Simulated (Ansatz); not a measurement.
# Preparing KMgF3 (Pm-3m) as a host crystal, part 2 of 3

Before any defect goes in: KMgF3 (Pm-3m) at rest, and how it screens a charge.

Ansatz 0.2.0; plane-wave PAW DFT, PBE; relaxation of the host's cell and atoms (the session's first sound run).

So far, mean electronic dielectric tensor: step 3 (dielectric tensors of the host) 2.10.

### Step 4. Defect free supercell relaxed in its symmetry

This step: plane-wave PAW DFT, PBE; relaxation of the defect-free supercell in its symmetry (Ansatz 0.2.0).

System of this step: KMgF3 (Pm-3m). It takes space group Pm-3m (No. 221, cubic). The conventional cell has a = 4.054 Å, b = 4.054 Å, c = 4.054 Å, α = 90.00°, β = 90.00°, γ = 90.00°. Nearest to K lie 12 F at 2.87 Å. Mg has 6 F at 2.03 Å nearest. Nearest to F lie 2 Mg at 2.03 Å and 4 K at 2.87 Å. Farther neighbours and most contacts between anions are not listed.

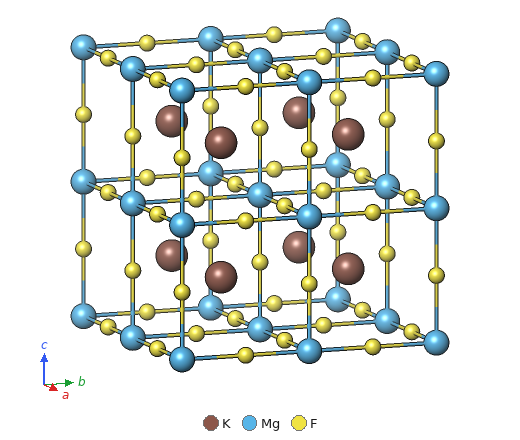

The cell of this step (potassium brown, magnesium blue, fluorine yellow). Some periodic images of atoms are drawn too.

pristine.symmetric/input.yaml

```yaml
crystal:
  lattice:
    - [8.1077117647, 0.0, 0.0]
    - [0.0, 8.1077117647, 0.0]
    - [0.0, 0.0, 8.1077117647]
  atoms:
    - { symbol: K, position: [0.25, 0.25, 0.25] }
    - { symbol: Mg, position: [0.0, 0.0, 0.0] }
    - { symbol: F, position: [0.0, 0.25, 0.0] }
    - { symbol: F, position: [0.0, 0.0, 0.25] }
    - { symbol: F, position: [0.25, 0.0, 0.0] }
    - { symbol: K, position: [0.25, 0.25, 0.75] }
    - { symbol: Mg, position: [0.0, 0.0, 0.5] }
    - { symbol: F, position: [0.0, 0.25, 0.5] }
    - { symbol: F, position: [0.0, 0.0, 0.75] }
    - { symbol: F, position: [0.25, 0.0, 0.5] }
    - { symbol: K, position: [0.25, 0.75, 0.25] }
    - { symbol: Mg, position: [0.0, 0.5, 0.0] }
    - { symbol: F, position: [0.0, 0.75, 0.0] }
    - { symbol: F, position: [0.0, 0.5, 0.25] }
    - { symbol: F, position: [0.25, 0.5, 0.0] }
    - { symbol: K, position: [0.25, 0.75, 0.75] }
    - { symbol: Mg, position: [0.0, 0.5, 0.5] }
    - { symbol: F, position: [0.0, 0.75, 0.5] }
    - { symbol: F, position: [0.0, 0.5, 0.75] }
    - { symbol: F, position: [0.25, 0.5, 0.5] }
    - { symbol: K, position: [0.75, 0.25, 0.25] }
    - { symbol: Mg, position: [0.5, 0.0, 0.0] }
    - { symbol: F, position: [0.5, 0.25, 0.0] }
    - { symbol: F, position: [0.5, 0.0, 0.25] }
    - { symbol: F, position: [0.75, 0.0, 0.0] }
    - { symbol: K, position: [0.75, 0.25, 0.75] }
    - { symbol: Mg, position: [0.5, 0.0, 0.5] }
    - { symbol: F, position: [0.5, 0.25, 0.5] }
    - { symbol: F, position: [0.5, 0.0, 0.75] }
    - { symbol: F, position: [0.75, 0.0, 0.5] }
    - { symbol: K, position: [0.75, 0.75, 0.25] }
    - { symbol: Mg, position: [0.5, 0.5, 0.0] }
    - { symbol: F, position: [0.5, 0.75, 0.0] }
    - { symbol: F, position: [0.5, 0.5, 0.25] }
    - { symbol: F, position: [0.75, 0.5, 0.0] }
    - { symbol: K, position: [0.75, 0.75, 0.75] }
    - { symbol: Mg, position: [0.5, 0.5, 0.5] }
    - { symbol: F, position: [0.5, 0.75, 0.5] }
    - { symbol: F, position: [0.5, 0.5, 0.75] }
    - { symbol: F, position: [0.75, 0.5, 0.5] }
basis:
  ecutwfc: 420
  xc_grid: 2
hamiltonian:
  xc: pbe
kpoints:
  mp_grid: { grid: [1, 1, 1] }
scf:
  occupations: { method: fermi_dirac, width: 0.01 }
  max_iter: 100
  lower_state_search: "off"
output:
  forces: true
relax:
  f_tol: 0.015
  max_steps: 60
  escape_saddle: false
checkpoint:
  write: "../pristine.symmetric.run"
  compress: false
  write_wavefunctions: false
  write_every: 100000
```

The run is started by

```console
ansatz run input.yaml --threads 4 --pin off --max-ram 9420MiB --backend cpu --events-out ev --progress --plain --runs-dir out
```

Numbers of over 12 decimals in the logs are rounded to 6 here.

What it wrote:

```text
[...]
Crystal: 40 atoms, lattice volume = 532.960 Å³
Basis set: ecut = 420 eV, 10395 PW (Γ), exchange–correlation on 120×120×120 points (8 copies of the dense FFT grid, shifted against one another)
Bands: 200, of which v1, the nominal top of the filled ones, is band 160 counted from 1 (159 counted from 0)
Symmetry: 384 space group operations
[...]
k-points: 1
[...]
SCF iter   1: F=—  HF=-47157.755286 eV  |F-HF|=—  |Δ(HF+E_count)|=         —  Δρ=4.59e-4  dr2=3.93e-4  ethr=1.77e-3  ⟨swp⟩=6.0  Hψ=844  notcnv=0  defer=10
[...]
SCF iter   7: F=-47157.765090 eV  HF=-47157.765090 eV  |F-HF|=6.46e-8  |Δ(HF+E_count)|=   9.35e-8  Δρ=4.78e-6  dr2=8.13e-8  ethr=3.13e-11  ⟨swp⟩=3.0  Hψ=621  notcnv=0
SCF 1 converged in 7 iterations: F = -47157.765090 eV  dr2 = 8.13e-8
[...]
relax step   1: F+E_penalty+E_count = -47157.76508958 eV  Δ(F+E_penalty+E_count) = +0.000e0 eV  max|allowed force component| = 3.659e-24 eV/Å  Δτ_max = 0.0000 Å  (7 SCF iters, accepted)
SCF converged after 7 iterations
Free energy (F): -47157.765090 eV
[...]
Internal energy: -47157.765090 eV  (E = F + TS)
E sigma→0 (E₀):  -47157.765090 eV
Fermi energy:    5.875157 eV
[...]
--- Relaxed structure (1 steps of the walk, 1 accepted, 0 SCFs on fresh bases) ---
  F+E_penalty+E_count = -47157.76508958 eV   max|allowed force component| = 3.659e-24 eV/Å
  atoms:
    - { symbol: K, position: [0.250000, 0.250000, 0.250000] }
    - { symbol: Mg, position: [0.0, 0.0, 0.0] }
    - { symbol: F, position: [0.0, 0.250000, 0.0] }
    - { symbol: F, position: [0.0, 0.0, 0.250000] }
    - { symbol: F, position: [0.250000, 0.0, 0.0] }
    - { symbol: K, position: [0.250000, 0.250000, 0.750000] }
    - { symbol: Mg, position: [0.0, 0.0, 0.500000] }
    - { symbol: F, position: [0.0, 0.250000, 0.500000] }
    - { symbol: F, position: [0.0, 0.0, 0.750000] }
    - { symbol: F, position: [0.250000, 0.0, 0.500000] }
    - { symbol: K, position: [0.250000, 0.750000, 0.250000] }
    - { symbol: Mg, position: [0.0, 0.500000, 0.0] }
    - { symbol: F, position: [0.0, 0.750000, 0.0] }
    - { symbol: F, position: [0.0, 0.500000, 0.250000] }
    - { symbol: F, position: [0.250000, 0.500000, 0.0] }
    - { symbol: K, position: [0.250000, 0.750000, 0.750000] }
    - { symbol: Mg, position: [0.0, 0.500000, 0.500000] }
    - { symbol: F, position: [0.0, 0.750000, 0.500000] }
    - { symbol: F, position: [0.0, 0.500000, 0.750000] }
    - { symbol: F, position: [0.250000, 0.500000, 0.500000] }
    - { symbol: K, position: [0.750000, 0.250000, 0.250000] }
    - { symbol: Mg, position: [0.500000, 0.0, 0.0] }
    - { symbol: F, position: [0.500000, 0.250000, 0.0] }
    - { symbol: F, position: [0.500000, 0.0, 0.250000] }
    - { symbol: F, position: [0.750000, 0.0, 0.0] }
    - { symbol: K, position: [0.750000, 0.250000, 0.750000] }
    - { symbol: Mg, position: [0.500000, 0.0, 0.500000] }
    - { symbol: F, position: [0.500000, 0.250000, 0.500000] }
    - { symbol: F, position: [0.500000, 0.0, 0.750000] }
    - { symbol: F, position: [0.750000, 0.0, 0.500000] }
    - { symbol: K, position: [0.750000, 0.750000, 0.250000] }
    - { symbol: Mg, position: [0.500000, 0.500000, 0.0] }
    - { symbol: F, position: [0.500000, 0.750000, 0.0] }
    - { symbol: F, position: [0.500000, 0.500000, 0.250000] }
    - { symbol: F, position: [0.750000, 0.500000, 0.0] }
    - { symbol: K, position: [0.750000, 0.750000, 0.750000] }
    - { symbol: Mg, position: [0.500000, 0.500000, 0.500000] }
    - { symbol: F, position: [0.500000, 0.750000, 0.500000] }
    - { symbol: F, position: [0.500000, 0.500000, 0.750000] }
    - { symbol: F, position: [0.750000, 0.500000, 0.500000] }
```

Run time: 2.2 s. Hardware: 4 threads of Arm Neoverse V1, shared host; peak memory 0.65 GiB; 7.7 s of CPU time.

The forces vanish from the start, and no atom moves.

### Step 5. Defect free supercell relaxed from displaced atoms

This step: plane-wave PAW DFT, PBE; relaxation of the defect-free supercell from random displacements, a test of the host's stability (Ansatz 0.2.0).

pristine.rattled/input.yaml, as its differences from pristine.symmetric/input.yaml of step 4:

```diff
@@ -61,6 +61,6 @@
   f_tol: 0.015
-  max_steps: 60
-  escape_saddle: false
+  max_steps: 120
+  random_displacement: { amplitude: 0.06, seed: 7848 }
 checkpoint:
-  write: "../pristine.symmetric.run"
+  write: "../pristine.rattled.run"
   compress: false
```

What it wrote:

```text
[...]
Crystal: 40 atoms, lattice volume = 532.960 Å³
Basis set: ecut = 420 eV, 10395 PW (Γ), exchange–correlation on 120×120×120 points (8 copies of the dense FFT grid, shifted against one another)
Bands: 200, of which v1, the nominal top of the filled ones, is band 160 counted from 1 (159 counted from 0)
Symmetry: 1 space group operations
k-points: 1
[...]
SCF iter   1: F=—  HF=-47157.343918 eV  |F-HF|=—  |Δ(HF+E_count)|=         —  Δρ=5.44e-4  dr2=7.34e-4  ethr=1.77e-3  ⟨swp⟩=6.0  Hψ=829  notcnv=0  defer=22
[...]
SCF iter   6: F=-47157.348399 eV  HF=-47157.348399 eV  |F-HF|=7.00e-8  |Δ(HF+E_count)|=   1.84e-7  Δρ=3.87e-6  dr2=3.78e-8  ethr=3.88e-10  ⟨swp⟩=2.0  Hψ=557  notcnv=0
SCF 1 converged in 6 iterations: F = -47157.348399 eV  dr2 = 3.78e-8
[...]
relax step   1: F+E_penalty+E_count = -47157.34839868 eV  Δ(F+E_penalty+E_count) = +0.000e0 eV  max|allowed force component| = 1.079e0 eV/Å  Δτ_max = 0.0000 Å  (6 SCF iters, dr2 threshold 5.63e-6 eV, accepted)
[...]
relax step   2: F+E_penalty+E_count = -47157.56519231 eV  Δ(F+E_penalty+E_count) = -2.168e-1 eV  max|allowed force component| = 5.611e-1 eV/Å  Δτ_max = 0.1950 Å  (6 SCF iters, dr2 threshold 7.28e-5 eV, accepted)
relax step   3: F+E_penalty+E_count = -47157.76486201 eV  Δ(F+E_penalty+E_count) = -1.997e-1 eV  max|allowed force component| = 9.122e-3 eV/Å  Δτ_max = 0.1322 Å  (6 SCF iters, dr2 threshold 1.97e-5 eV, accepted)
[...]
SCF iter   4: F=-47157.764863 eV  HF=-47157.764863 eV  |F-HF|=3.62e-8  |Δ(HF+E_count)|=   7.01e-7  Δρ=4.76e-6  dr2=6.29e-8  ethr=3.13e-11  ⟨swp⟩=3.0  Hψ=708  notcnv=0
SCF 4 converged in 4 iterations: F = -47157.764863 eV  dr2 = 6.29e-8
relax step   4: F+E_penalty+E_count = -47157.76486300 eV  Δ(F+E_penalty+E_count) = -9.889e-7 eV  max|allowed force component| = 8.821e-3 eV/Å  Δτ_max = 0.0000 Å  (4 SCF iters, accepted)
SCF converged after 4 iterations
Free energy (F): -47157.764863 eV
[...]
Internal energy: -47157.764863 eV  (E = F + TS)
E sigma→0 (E₀):  -47157.764863 eV
Fermi energy:    5.875185 eV
[...]
--- Forces (eV/Å), atoms counted from 1 ---
  atom   1  K     -0.00198053     0.00882542    -0.00094511
  atom   2  Mg    -0.00208986    -0.00039185    -0.00216735
  atom   3  F      0.00008594    -0.00018649    -0.00352211
  atom   4  F      0.00259608    -0.00032135     0.00149730
  atom   5  F      0.00163653     0.00161354     0.00149718
  atom   6  K     -0.00021795     0.00272640    -0.00091360
  atom   7  Mg    -0.00188778     0.00066540    -0.00112373
  atom   8  F      0.00137248     0.00071766     0.00068249
  atom   9  F      0.00118002    -0.00305695    -0.00077856
  atom  10  F      0.00163564     0.00131385     0.00013455
  atom  11  K     -0.00067399    -0.00798016     0.00529422
  atom  12  Mg    -0.00056608    -0.00122417    -0.00078713
  atom  13  F      0.00542229    -0.00009269     0.00216308
  atom  14  F      0.00135626    -0.00276688     0.00216953
  atom  15  F      0.00119037    -0.00073297     0.00110398
  atom  16  K      0.00120116    -0.00268092    -0.00664927
  atom  17  Mg    -0.00033388     0.00187914     0.00193620
  atom  18  F     -0.00166613    -0.00227299     0.00074734
  atom  19  F      0.00083211     0.00249800    -0.00288153
  atom  20  F     -0.00023672     0.00235125     0.00260500
  atom  21  K      0.00131010     0.00827210    -0.00787744
  atom  22  Mg    -0.00432368    -0.00041506    -0.00323443
  atom  23  F      0.00136557    -0.00128504     0.00066214
  atom  24  F      0.00042990     0.00148921    -0.00046384
  atom  25  F      0.00112920    -0.00395334     0.00264417
  atom  26  K      0.00000984     0.00078225     0.00714971
  atom  27  Mg    -0.00117758     0.00232073    -0.00408594
  atom  28  F      0.00062782    -0.00058903     0.00379755
  atom  29  F     -0.00236825    -0.00215921     0.00258923
  atom  30  F     -0.00071096     0.00136890    -0.00074727
  atom  31  K      0.00203883    -0.00754257    -0.00078655
  atom  32  Mg     0.00041749     0.00005258    -0.00018683
  atom  33  F     -0.00392914     0.00248652     0.00067169
  atom  34  F     -0.00029463    -0.00249956     0.00103803
  atom  35  F      0.00021605     0.00563039     0.00072453
  atom  36  K     -0.00088049    -0.00092339    -0.00087818
  atom  37  Mg     0.00012866     0.00036512    -0.00061512
  atom  38  F     -0.00294656    -0.00135367    -0.00261049
  atom  39  F     -0.00128867    -0.00119723    -0.00120470
  atom  40  F      0.00157473    -0.00156265     0.00347161
  max |Σ_I F_I| component: 1.84e-4 eV/Å
--- Relaxed structure (4 steps of the walk, 4 accepted, 0 SCFs on fresh bases) ---
  F+E_penalty+E_count = -47157.76486300 eV   max|allowed force component| = 8.821e-3 eV/Å
  atoms:
    - { symbol: K, position: [0.248891, 0.248551, 0.249286] }
    - { symbol: Mg, position: [-0.001272, -0.000970, -0.000741] }
    - { symbol: F, position: [-0.000662, 0.248924, -0.000264] }
    - { symbol: F, position: [-0.001327, -0.001359, 0.249242] }
    - { symbol: F, position: [0.248785, -0.001693, -0.000784] }
    - { symbol: K, position: [0.248780, 0.248892, 0.749309] }
    - { symbol: Mg, position: [-0.001143, -0.001123, 0.499311] }
    - { symbol: F, position: [-0.001362, 0.248888, 0.498876] }
    - { symbol: F, position: [-0.001208, -0.000604, 0.749277] }
    - { symbol: F, position: [0.248796, -0.001053, 0.499266] }
    - { symbol: K, position: [0.248805, 0.749249, 0.248947] }
    - { symbol: Mg, position: [-0.001309, 0.498894, -0.000718] }
    - { symbol: F, position: [-0.002025, 0.748989, -0.001173] }
    - { symbol: F, position: [-0.001242, 0.499394, 0.249170] }
    - { symbol: F, position: [0.248732, 0.499527, -0.000896] }
    - { symbol: K, position: [0.248708, 0.748968, 0.749611] }
    - { symbol: Mg, position: [-0.001169, 0.498940, 0.499103] }
    - { symbol: F, position: [-0.000984, 0.748971, 0.499534] }
    - { symbol: F, position: [-0.001305, 0.498529, 0.749217] }
    - { symbol: F, position: [0.248788, 0.498712, 0.499116] }
    - { symbol: K, position: [0.748716, 0.248602, 0.249637] }
    - { symbol: Mg, position: [0.498918, -0.001013, -0.000759] }
    - { symbol: F, position: [0.498129, 0.248923, -0.000522] }
    - { symbol: F, position: [0.498800, -0.001406, 0.249282] }
    - { symbol: F, position: [0.748763, -0.000335, -0.000851] }
    - { symbol: K, position: [0.748806, 0.249003, 0.748868] }
    - { symbol: Mg, position: [0.498806, -0.001165, 0.499390] }
    - { symbol: F, position: [0.498882, 0.248897, 0.498826] }
    - { symbol: F, position: [0.498871, -0.000708, 0.749240] }
    - { symbol: F, position: [0.748829, -0.001250, 0.499320] }
    - { symbol: K, position: [0.748680, 0.749218, 0.249280] }
    - { symbol: Mg, position: [0.498801, 0.498887, -0.000761] }
    - { symbol: F, position: [0.499488, 0.748942, -0.001043] }
    - { symbol: F, position: [0.498707, 0.499324, 0.249182] }
    - { symbol: F, position: [0.748741, 0.498133, -0.000798] }
    - { symbol: K, position: [0.748860, 0.748874, 0.749294] }
    - { symbol: Mg, position: [0.498736, 0.498979, 0.499170] }
    - { symbol: F, position: [0.498792, 0.748964, 0.499629] }
    - { symbol: F, position: [0.498842, 0.498731, 0.749200] }
    - { symbol: F, position: [0.748768, 0.499082, 0.498995] }
```

It took 8 s on 4 threads; peak memory 0.65 GiB; 29 s of CPU time.

Relaxation path:

| step | energy less that of the first step (eV) | largest force component (eV/Å) |
| --- | --- | --- |
| 1 | 0.0000 | 1.0792 |
| 2 | -0.2168 | 0.5611 |
| 3 | -0.4165 | 0.0091 |
| 4 | -0.4165 | 0.0088 |

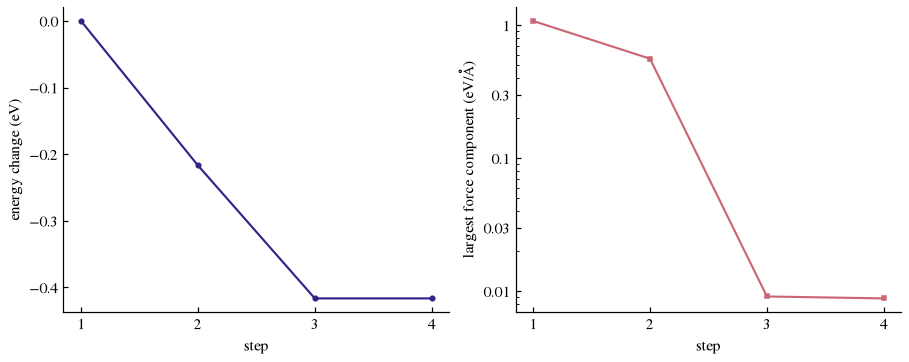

Energy and largest force along the relaxation.

The relaxed structure:

```xyz
40
Lattice="8.1077 0.0000 0.0000 0.0000 8.1077 0.0000 0.0000 0.0000 8.1077" Properties=species:S:1:pos:R:3 pbc="T T T"
K     2.0179    2.0152    2.0211
Mg   -0.0103   -0.0079   -0.0060
F    -0.0054    2.0182   -0.0021
F    -0.0108   -0.0110    2.0208
F     2.0171   -0.0137   -0.0064
K     2.0170    2.0179    6.0752
Mg   -0.0093   -0.0091    4.0483
F    -0.0110    2.0179    4.0447
F    -0.0098   -0.0049    6.0749
F     2.0172   -0.0085    4.0479
K     2.0172    6.0747    2.0184
Mg   -0.0106    4.0449   -0.0058
F    -0.0164    6.0726   -0.0095
F    -0.0101    4.0489    2.0202
F     2.0167    4.0500   -0.0073
K     2.0165    6.0724    6.0776
Mg   -0.0095    4.0453    4.0466
F    -0.0080    6.0724    4.0501
F    -0.0106    4.0419    6.0744
F     2.0171    4.0434    4.0467
K     6.0704    2.0156    2.0240
Mg    4.0451   -0.0082   -0.0062
F     4.0387    2.0182   -0.0042
F     4.0441   -0.0114    2.0211
F     6.0708   -0.0027   -0.0069
K     6.0711    2.0188    6.0716
Mg    4.0442   -0.0094    4.0489
F     4.0448    2.0180    4.0443
F     4.0447   -0.0057    6.0746
F     6.0713   -0.0101    4.0483
K     6.0701    6.0744    2.0211
Mg    4.0441    4.0448   -0.0062
F     4.0497    6.0722   -0.0085
F     4.0434    4.0484    2.0203
F     6.0706    4.0387   -0.0065
K     6.0715    6.0717    6.0751
Mg    4.0436    4.0456    4.0471
F     4.0441    6.0724    4.0508
F     4.0445    4.0436    6.0743
F     6.0708    4.0464    4.0457
```

The relaxation ends 10 meV an atom lower than the displaced start, with a largest force component of 0.0088 eV/Å.

[end of part 2 of 3]

[Logs are printed without paths, hosts, clocks, repeated set-up lines and the standing remarks that a program may print on its own settings, such as how far it seeks lower states.]

[Hosts, paths, dates, database ids (printed as entryN), source tags and the programs' standing remarks are cut or masked in the printed files.]

[Runs of the host that timed out are not shown.]

[For some hosts the program warned that the k-mesh of the response run may be too coarse for force constants and the static dielectric constant; such warnings are not always shown.]
